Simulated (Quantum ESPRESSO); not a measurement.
## Run report: Li, phonon calculation

System: Li (Im-3m, 1 atom in the cell).
Method: Kohn-Sham DFT of a periodic cell, LDA, JTH 2.0 LDA, no spin polarisation (Quantum ESPRESSO 7.5).

The structure derives from an entry of the Crystallography Open Database.

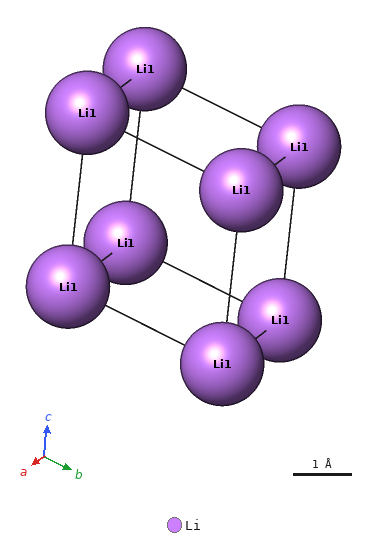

The structure as given in the input (spheres-only view of the cell of the calculation, seen slightly off an axis; atoms are numbered from 1 in the order of the input).

Input file:
```
&CONTROL
  calculation = 'scf'
  prefix = 'pwscf'
  outdir = './tmp'
  pseudo_dir = './pseudo'
  tprnfor = .true.
  tstress = .true.
  disk_io = 'low'
/
&SYSTEM
  ibrav = 0
  nat = 1
  ntyp = 1
  ecutwfc = 36
  ecutrho = 216
  nbnd = 6
  occupations = 'smearing'
  smearing = 'gaussian'
  degauss = 0.01999163
/
&ELECTRONS
  conv_thr = 2d-10
  electron_maxstep = 120
  mixing_beta = 0.5
/
ATOMIC_SPECIES
Li     6.9400 Li.LDA_PW-JTH.UPF
CELL_PARAMETERS angstrom
  -1.7546500000    1.7546500000    1.7546500000
   1.7546500000   -1.7546500000    1.7546500000
   1.7546500000    1.7546500000   -1.7546500000
ATOMIC_POSITIONS angstrom
Li     0.0000000000    0.0000000000    0.0000000000
K_POINTS automatic
11 11 11 0 0 0
```

File scf2.in:
```
&CONTROL
  calculation = 'scf'
  prefix = 'pwscf'
  outdir = './tmp'
  pseudo_dir = './pseudo'
  tprnfor = .true.
  tstress = .true.
  disk_io = 'low'
/
&SYSTEM
  ibrav = 0
  nat = 1
  ntyp = 1
  ecutwfc = 36
  ecutrho = 216
  nbnd = 6
  occupations = 'smearing'
  smearing = 'gaussian'
  degauss = 0.01999163
/
&ELECTRONS
  conv_thr = 1d-13
  electron_maxstep = 120
  mixing_beta = 0.5
  startingpot = 'file'
  startingwfc = 'file'
/
ATOMIC_SPECIES
Li     6.9400 Li.LDA_PW-JTH.UPF
CELL_PARAMETERS angstrom
  -1.7546500000    1.7546500000    1.7546500000
   1.7546500000   -1.7546500000    1.7546500000
   1.7546500000    1.7546500000   -1.7546500000
ATOMIC_POSITIONS angstrom
Li     0.0000000000    0.0000000000    0.0000000000
K_POINTS automatic
11 11 11 0 0 0
```

File ph.in:
```
phonons of Li
&INPUTPH
  prefix = 'pwscf'
  outdir = './tmp'
  tr2_ph = 1d-16
  fildyn = 'dyn'
  niter_ph = 60
  alpha_mix(1) = 0.4
/
0.0000000000 0.8660254038 0.0000000000
```

Machine: 1 thread of Arm Neoverse V2, 24 GiB of memory available, shared host.

Launch command:
```bash
OMP_NUM_THREADS=1 pw.x -in pw.in > pw.out
OMP_NUM_THREADS=1 pw.x -in scf2.in > scf2.out
OMP_NUM_THREADS=1 ph.x -in ph.in > ph.out
```

What the program printed:
```
This program is part of the open-source Quantum ESPRESSO suite
     for quantum simulation of materials; please cite
         "P. Giannozzi et al., J. Phys.:Condens. Matter 21 395502 (2009);
         "P. Giannozzi et al., J. Phys.:Condens. Matter 29 465901 (2017);
         "P. Giannozzi et al., J. Chem. Phys. 152 154105 (2020);
          URL
     in publications or presentations arising from this work. More details at

     file Li.LDA_PW-JTH.UPF: wavefunction(s)  1S 2S 0S 2P 0P renormalized
     Message from routine setup:
     using ibrav=0 with symmetry is DISCOURAGED, use correct ibrav instead

     G-vector sticks info
     --------------------
     sticks:   dense  smooth     PW     G-vecs:    dense   smooth      PW
     Sum         535     345    129                 7803     4213     887

     Using Slab Decomposition

     bravais-lattice index     =            0
     lattice parameter (alat)  =       5.7431  a.u.
     unit-cell volume          =     145.8237 (a.u.)^3
     number of atoms/cell      =            1
     number of atomic types    =            1
     number of electrons       =         3.00
     number of Kohn-Sham states=            6
     kinetic-energy cutoff     =      36.0000  Ry
     charge density cutoff     =     216.0000  Ry
     scf convergence threshold =      2.0E-10
     mixing beta               =       0.5000
     number of iterations used =            8  plain     mixing
     Exchange-correlation= SLA PW NOGX NOGC
                           (   1   4   0   0   0   0   0)

     celldm(1)=   5.743148  celldm(2)=   0.000000  celldm(3)=   0.000000
     celldm(4)=   0.000000  celldm(5)=   0.000000  celldm(6)=   0.000000

     crystal axes: (cart. coord. in units of alat)
               a(1) = (  -0.577350   0.577350   0.577350 )
               a(2) = (   0.577350  -0.577350   0.577350 )
               a(3) = (   0.577350   0.577350  -0.577350 )

     reciprocal axes: (cart. coord. in units 2 pi/alat)
               b(1) = ( -0.000000  0.866025  0.866025 )
               b(2) = (  0.866025 -0.000000  0.866025 )
               b(3) = (  0.866025  0.866025  0.000000 )

     PseudoPot. # 1 for Li read from file:
     Li.LDA_PW-JTH.UPF
     Pseudo is Projector augmented-wave + core cor, Zval =  3.0
     Generated using ATOMPAW code
     Shape of augmentation charge: BESSEL
     Using radial grid of  865 points,  5 beta functions with:
                l(1) =   0
                l(2) =   0
                l(3) =   0
                l(4) =   1
                l(5) =   1
     Q(r) pseudized with 0 coefficients

     atomic species   valence    mass     pseudopotential
     Li                3.00     6.94000     Li( 1.00)

     48 Sym. Ops., with inversion, found

   Cartesian axes

     site n.     atom                  positions (alat units)
         1        Li     tau(   1) = (   0.0000000   0.0000000   0.0000000  )

     number of k points=    56  Gaussian smearing, width (Ry)=  0.0200
                       cart. coord. in units 2pi/alat
        k(    1) = (   0.0000000   0.0000000   0.0000000), wk =   0.0015026
        k(    2) = (   0.0787296   0.0787296   0.0000000), wk =   0.0180316
        k(    3) = (   0.1574592   0.1574592   0.0000000), wk =   0.0180316
        k(    4) = (   0.2361887   0.2361887   0.0000000), wk =   0.0180316
        k(    5) = (   0.3149183   0.3149183   0.0000000), wk =   0.0180316
        k(    6) = (   0.3936479   0.3936479   0.0000000), wk =   0.0180316
        k(    7) = (   0.1574592   0.0787296   0.0787296), wk =   0.0360631
        k(    8) = (   0.2361887   0.1574592   0.0787296), wk =   0.0721262
        k(    9) = (   0.3149183   0.2361887   0.0787296), wk =   0.0721262
        k(   10) = (   0.3936479   0.3149183   0.0787296), wk =   0.0721262
        k(   11) = (   0.4723775   0.3936479   0.0787296), wk =   0.0360631
        k(   12) = (   0.3149183   0.1574592   0.1574592), wk =   0.0360631
        k(   13) = (   0.3936479   0.2361887   0.1574592), wk =   0.0721262
        k(   14) = (   0.4723775   0.3149183   0.1574592), wk =   0.0721262
        k(   15) = (   0.4723775   0.2361887   0.2361887), wk =   0.0360631
        k(   16) = (   0.5511071   0.3149183   0.2361887), wk =   0.0360631
        k(   17) = (   0.1574592   0.1574592   0.1574592), wk =   0.0120210
        k(   18) = (   0.2361887   0.2361887   0.1574592), wk =   0.0360631
        k(   19) = (   0.3149183   0.3149183   0.1574592), wk =   0.0360631
        k(   20) = (   0.3936479   0.3936479   0.1574592), wk =   0.0360631
        k(   21) = (  -0.0000000  -0.0000000   0.1574592), wk =   0.0090158
        k(   22) = (   0.3149183   0.2361887   0.2361887), wk =   0.0360631
        k(   23) = (   0.3936479   0.3149183   0.2361887), wk =   0.0721262
        k(   24) = (   0.4723775   0.3936479   0.2361887), wk =   0.0360631
        k(   25) = (   0.0000000  -0.0787296   0.2361887), wk =   0.0360631
        k(   26) = (   0.4723775   0.3149183   0.3149183), wk =   0.0360631
        k(   27) = (  -0.0000000  -0.1574592   0.3149183), wk =   0.0360631
        k(   28) = (   0.0787296  -0.0787296   0.3149183), wk =   0.0360631
        k(   29) = (  -0.0000000  -0.2361887   0.3936479), wk =   0.0360631
        k(   30) = (   0.0787296  -0.1574592   0.3936479), wk =   0.0721262
        k(   31) = (  -0.0000000  -0.3149183   0.4723775), wk =   0.0360631
        k(   32) = (   0.0787296  -0.2361887   0.4723775), wk =   0.0721262
        k(   33) = (   0.1574592  -0.1574592   0.4723775), wk =   0.0360631
        k(   34) = (  -0.7872958  -0.3149183  -0.3149183), wk =   0.0360631
        k(   35) = (  -0.7085662  -0.2361887  -0.3149183), wk =   0.0721262
        k(   36) = (  -0.6298367  -0.2361887  -0.2361887), wk =   0.0120210
        k(   37) = (   0.3149183   0.3149183   0.3149183), wk =   0.0120210
        k(   38) = (   0.3936479   0.3936479   0.3149183), wk =   0.0360631
        k(   39) = (   0.0000000   0.0000000   0.3149183), wk =   0.0090158
        k(   40) = (   0.4723775   0.3936479   0.3936479), wk =   0.0120210
        k(   41) = (  -0.0000000  -0.0787296   0.3936479), wk =   0.0360631
        k(   42) = (  -0.0000000  -0.1574592   0.4723775), wk =   0.0360631
        k(   43) = (   0.0787296  -0.0787296   0.4723775), wk =   0.0360631
        k(   44) = (  -0.0000000  -0.2361887   0.5511071), wk =   0.0360631
        k(   45) = (   0.0787296  -0.1574592   0.5511071), wk =   0.0721262
        k(   46) = (  -0.7872958  -0.2361887  -0.2361887), wk =   0.0360631
        k(   47) = (  -0.7085662  -0.1574592  -0.2361887), wk =   0.0360631
        k(   48) = (  -0.0000000  -0.0000000   0.4723775), wk =   0.0090158
        k(   49) = (  -0.0000000  -0.0787296   0.5511071), wk =   0.0360631
        k(   50) = (  -0.0000000  -0.1574592   0.6298367), wk =   0.0360631
        k(   51) = (   0.0787296  -0.0787296   0.6298367), wk =   0.0360631
        k(   52) = (  -0.7872958  -0.1574592  -0.1574592), wk =   0.0360631
        k(   53) = (  -0.0000000  -0.0000000   0.6298367), wk =   0.0090158
        k(   54) = (  -0.0000000  -0.0787296   0.7085662), wk =   0.0360631
        k(   55) = (  -0.7872958  -0.0787296  -0.0787296), wk =   0.0120210
        k(   56) = (  -0.0000000  -0.0000000   0.7872958), wk =   0.0090158

     Dense  grid:     7803 G-vectors     FFT dimensions: (  27,  27,  27)

     Smooth grid:     4213 G-vectors     FFT dimensions: (  24,  24,  24)

     Initial potential from superposition of free atoms

     starting charge       2.9953, renormalised to       3.0000
     Starting wfcs are    9 randomized atomic wfcs

     Self-consistent Calculation

     iteration #  1     ecut=    36.00 Ry     beta= 0.50
     Davidson diagonalization with overlap
     ethr =  1.00E-02,  avg # of iterations =  5.0

     Threshold (ethr) on eigenvalues was too large:
     Diagonalizing with lowered threshold

     Davidson diagonalization with overlap
     ethr =  2.37E-05,  avg # of iterations =  5.5

     total energy              =     -14.81890109 Ry
     estimated scf accuracy    <       0.00070406 Ry

     iteration #  2     ecut=    36.00 Ry     beta= 0.50
     Davidson diagonalization with overlap
     ethr =  2.35E-05,  avg # of iterations =  2.0

     total energy              =     -14.81793664 Ry
     estimated scf accuracy    <       0.00004626 Ry

     iteration #  3     ecut=    36.00 Ry     beta= 0.50
     Davidson diagonalization with overlap
     ethr =  1.54E-06,  avg # of iterations =  3.3

     total energy              =     -14.81795306 Ry
     estimated scf accuracy    <       0.00001357 Ry

     iteration #  4     ecut=    36.00 Ry     beta= 0.50
     Davidson diagonalization with overlap
     ethr =  4.52E-07,  avg # of iterations =  2.1

     total energy              =     -14.81797323 Ry
     estimated scf accuracy    <          9.8E-09 Ry

     iteration #  5     ecut=    36.00 Ry     beta= 0.50
     Davidson diagonalization with overlap
     ethr =  3.27E-10,  avg # of iterations =  2.1

     total energy              =     -14.81797299 Ry
     estimated scf accuracy    <          1.2E-09 Ry

     iteration #  6     ecut=    36.00 Ry     beta= 0.50
     Davidson diagonalization with overlap
     ethr =  4.06E-11,  avg # of iterations =  3.1

     total energy              =     -14.81797302 Ry
     estimated scf accuracy    <          1.4E-09 Ry

     iteration #  7     ecut=    36.00 Ry     beta= 0.50
     Davidson diagonalization with overlap
     ethr =  4.06E-11,  avg # of iterations =  2.0

     End of self-consistent calculation

          k = 0.0000 0.0000 0.0000 (   555 PWs)   bands (ev):

   -45.0222  -2.7252  14.3911  14.3911  14.3911  19.3915

          k = 0.0787 0.0787 0.0000 (   543 PWs)   bands (ev):

   -45.0203  -2.5747  13.4550  13.7496  14.1581  17.6849

          k = 0.1575 0.1575 0.0000 (   539 PWs)   bands (ev):

   -45.0165  -2.1229  11.0256  12.5978  13.5488  16.3460

          k = 0.2362 0.2362 0.0000 (   541 PWs)   bands (ev):

   -45.0119  -1.3729   8.3182  11.5759  12.8348  15.1487

          k = 0.3149 0.3149 0.0000 (   539 PWs)   bands (ev):

   -45.0075  -0.3556   5.8965  10.8564  12.2633  14.3473

          k = 0.3936 0.3936 0.0000 (   531 PWs)   bands (ev):

   -45.0045   0.7140   4.1065  10.4889  11.9557  13.9460

          k = 0.1575 0.0787 0.0787 (   544 PWs)   bands (ev):

   -45.0179  -2.2734  12.3073  12.3497  13.4332  16.9359

          k = 0.2362 0.1575 0.0787 (   534 PWs)   bands (ev):

   -45.0132  -1.6704   9.6919  11.2512  12.5423  16.6343

          k = 0.3149 0.2362 0.0787 (   533 PWs)   bands (ev):

   -45.0087  -0.7754   7.1028  10.4138  11.7775  16.0211

          k = 0.3936 0.3149 0.0787 (   532 PWs)   bands (ev):

   -45.0052   0.3367   4.9269   9.8943  11.2815  15.5641

          k = 0.4724 0.3936 0.0787 (   530 PWs)   bands (ev):

   -45.0038   1.0942   3.8093   9.7188  11.1114  15.4027

          k = 0.3149 0.1575 0.1575 (   536 PWs)   bands (ev):

   -45.0094  -0.9156   8.1205   9.3340  11.7328  16.8317

          k = 0.3936 0.2362 0.1575 (   530 PWs)   bands (ev):

   -45.0055   0.1218   5.9796   8.4121  11.1732  17.0203

          k = 0.4724 0.3149 0.1575 (   529 PWs)   bands (ev):

   -45.0032   1.2676   4.1789   8.0230  10.8800  17.0191

          k = 0.4724 0.2362 0.2362 (   533 PWs)   bands (ev):

   -45.0032   1.2895   4.6459   7.0892  10.8429  17.8311

          k = 0.5511 0.3149 0.2362 (   533 PWs)   bands (ev):

   -45.0024   2.2831   3.5241   6.7085  10.7308  18.2186

          k = 0.1575 0.1575 0.1575 (   534 PWs)   bands (ev):

   -45.0143  -1.8217  11.0991  11.0991  11.4493  17.4862

          k = 0.2362 0.2362 0.1575 (   530 PWs)   bands (ev):

   -45.0100  -1.0689   8.4366  10.0529  10.6251  17.7453

          k = 0.3149 0.3149 0.1575 (   524 PWs)   bands (ev):

   -45.0060  -0.0372   6.0138   9.3224  10.0672  17.6330

          k = 0.3936 0.3936 0.1575 (   531 PWs)   bands (ev):

   -45.0041   1.0853   4.1771   8.9505   9.7817  17.4608

          k =-0.0000-0.0000 0.1575 (   543 PWs)   bands (ev):

   -45.0190  -2.4235  13.0186  13.0186  13.8311  16.4648

          k = 0.3149 0.2362 0.2362 (   525 PWs)   bands (ev):

   -45.0064  -0.1660   6.9982   8.1479   9.9477  18.7965

          k = 0.3936 0.3149 0.2362 (   532 PWs)   bands (ev):

   -45.0043   0.9960   5.0440   7.3654   9.5734  19.2446

          k = 0.4724 0.3936 0.2362 (   525 PWs)   bands (ev):

   -45.0030   1.8904   3.8313   7.1494   9.4490  19.3146

          k = 0.0000-0.0787 0.2362 (   544 PWs)   bands (ev):

   -45.0155  -1.9695  11.0008  11.7854  13.3863  15.3593

          k = 0.4724 0.3149 0.3149 (   527 PWs)   bands (ev):

   -45.0028   2.2665   3.8694   6.2496   9.3590  20.3191

          k =-0.0000-0.1575 0.3149 (   538 PWs)   bands (ev):

   -45.0106  -1.2153   8.3865  10.7242  12.7749  15.4028

          k = 0.0787-0.0787 0.3149 (   539 PWs)   bands (ev):

   -45.0114  -1.3611   9.5092  10.1083  13.0176  14.5484

          k =-0.0000-0.2362 0.3936 (   537 PWs)   bands (ev):

   -45.0064  -0.1894   5.9850   9.9856  12.2396  15.6100

          k = 0.0787-0.1575 0.3936 (   538 PWs)   bands (ev):

   -45.0070  -0.4560   7.2036   9.1048  12.5319  14.7353

          k =-0.0000-0.3149 0.4724 (   533 PWs)   bands (ev):

   -45.0037   0.9015   4.1837   9.6102  11.9469  15.2193

          k = 0.0787-0.2362 0.4724 (   537 PWs)   bands (ev):

   -45.0037   0.6814   5.0699   8.5562  12.1167  15.2980

          k = 0.1575-0.1575 0.4724 (   530 PWs)   bands (ev):

   -45.0033   0.5940   5.7909   7.6566  12.3817  14.8456

          k =-0.7873-0.3149-0.3149 (   530 PWs)   bands (ev):

   -45.0021   1.4877   3.9199   8.3741  11.9655  15.5635

          k =-0.7086-0.2362-0.3149 (   533 PWs)   bands (ev):

   -45.0014   1.8041   4.1878   7.0768  12.2176  15.4789

          k =-0.6298-0.2362-0.2362 (   529 PWs)   bands (ev):

   -45.0005   3.0641   3.0641   6.4933  12.2559  16.4409

          k = 0.3149 0.3149 0.3149 (   523 PWs)   bands (ev):

   -45.0042   0.8866   6.2329   6.2329   9.1257  20.4422

          k = 0.3936 0.3936 0.3149 (   527 PWs)   bands (ev):

   -45.0030   2.1547   4.3778   5.8470   8.8388  21.2048

          k = 0.0000 0.0000 0.3149 (   538 PWs)   bands (ev):

   -45.0120  -1.5087  10.4886  10.4886  13.0285  13.2390

          k = 0.4724 0.3936 0.3936 (   535 PWs)   bands (ev):

   -45.0030   3.4787   3.4787   5.0017   8.6591  22.0466

          k =-0.0000-0.0787 0.3936 (   534 PWs)   bands (ev):

   -45.0075  -0.7422   8.5426   9.3989  12.4297  13.0846

          k =-0.0000-0.1575 0.4724 (   542 PWs)   bands (ev):

   -45.0040   0.3074   6.2578   8.6469  12.0068  13.8374

          k = 0.0787-0.0787 0.4724 (   530 PWs)   bands (ev):

   -45.0034   0.1810   7.2298   8.1007  12.2686  12.7482

          k =-0.0000-0.2362 0.5511 (   530 PWs)   bands (ev):

   -45.0010   1.4597   4.4342   8.2660  11.7793  14.8618

          k = 0.0787-0.1575 0.5511 (   536 PWs)   bands (ev):

   -45.0007   1.3615   5.3600   7.4225  12.1831  13.4134

          k =-0.7873-0.2362-0.2362 (   529 PWs)   bands (ev):

   -44.9992   2.2705   4.1624   7.2243  12.0887  14.3294

          k =-0.7086-0.1575-0.2362 (   529 PWs)   bands (ev):

   -44.9986   2.6376   4.2180   6.5250  13.0726  13.3367

          k =-0.0000-0.0000 0.4724 (   530 PWs)   bands (ev):

   -45.0035   0.0444   8.2966   8.2966  10.8187  12.5968

          k =-0.0000-0.0787 0.5511 (   530 PWs)   bands (ev):

   -44.9999   1.1283   6.6819   7.5385  10.6692  12.6407

          k =-0.0000-0.1575 0.6298 (   530 PWs)   bands (ev):

   -44.9978   2.3732   4.8971   7.1551  10.9723  13.3201

          k = 0.0787-0.0787 0.6298 (   524 PWs)   bands (ev):

   -44.9969   2.3536   5.6758   6.6835  10.7006  12.5384

          k =-0.7873-0.1575-0.1575 (   529 PWs)   bands (ev):

   -44.9962   3.4277   4.5331   6.4032  11.1626  12.5633

          k =-0.0000-0.0000 0.6298 (   522 PWs)   bands (ev):

   -44.9963   2.2553   6.7776   6.7776   9.2050  12.1503

          k =-0.0000-0.0787 0.7086 (   515 PWs)   bands (ev):

   -44.9940   3.5996   5.5681   6.3929   9.4698  11.3284

          k =-0.7873-0.0787-0.0787 (   511 PWs)   bands (ev):

   -44.9929   4.8926   4.8926   6.0189   9.9100   9.9100

          k =-0.0000-0.0000 0.7873 (   502 PWs)   bands (ev):

   -44.9916   5.0028   6.0077   6.0077   8.3981   9.3387

     the Fermi energy is     0.7238 ev

!    total energy              =     -14.81797302 Ry
     total all-electron energy =       -14.817973 Ry
     estimated scf accuracy    <          7.3E-12 Ry
     smearing contrib. (-TS)   =      -0.00117127 Ry
     internal energy E=F+TS    =     -14.81680176 Ry

     The total energy is F=E-TS. E is the sum of the following terms:
     one-electron contribution =     -10.71615246 Ry
     hartree contribution      =       3.02472886 Ry
     xc contribution           =      -2.88688088 Ry
     ewald contribution        =      -4.93893218 Ry
     one-center paw contrib.   =       0.70043489 Ry

     convergence has been achieved in   7 iterations

     Forces acting on atoms (cartesian axes, Ry/au):

     atom    1 type  1   force =     0.00000000    0.00000000    0.00000000

     Total force =     0.000000     Total SCF correction =     0.000000

     Computing stress (Cartesian axis) and pressure

          total   stress  (Ry/bohr**3)                   (kbar)     P=      -19.29
  -0.00013115  -0.00000000  -0.00000000          -19.29       -0.00       -0.00
  -0.00000000  -0.00013115  -0.00000000           -0.00      -19.29       -0.00
  -0.00000000  -0.00000000  -0.00013115           -0.00       -0.00      -19.29

=------------------------------------------------------------------------------=
   JOB DONE.
=------------------------------------------------------------------------------=
```

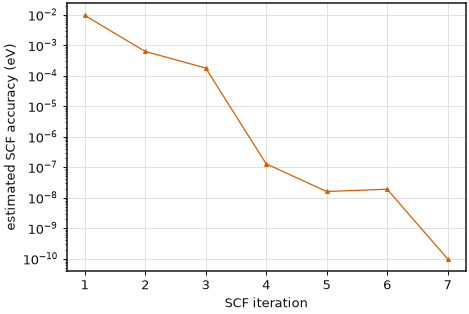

Convergence of the self-consistent field: estimated SCF accuracy against the iteration. The field takes 7 iterations in all.

Results in brief:

| quantity | value |
| --- | --- |
| outcome | converged |
| space group (tolerance 0.01 Å) | Im-3m (229) |
| electrons treated | 3 |
| free energy | −201.6088 eV |
| Fermi energy | 0.724 eV |
| gap on the k-point mesh | none (metallic) |
| pressure | −1.93 GPa |
| largest force (length of the vector) | under 0.001 eV/Å |
| wall time | 11 s |
| peak memory | 0.09 GiB |

The record of the run, not the program, notes: Interpolation table for Vloc re-allocated.
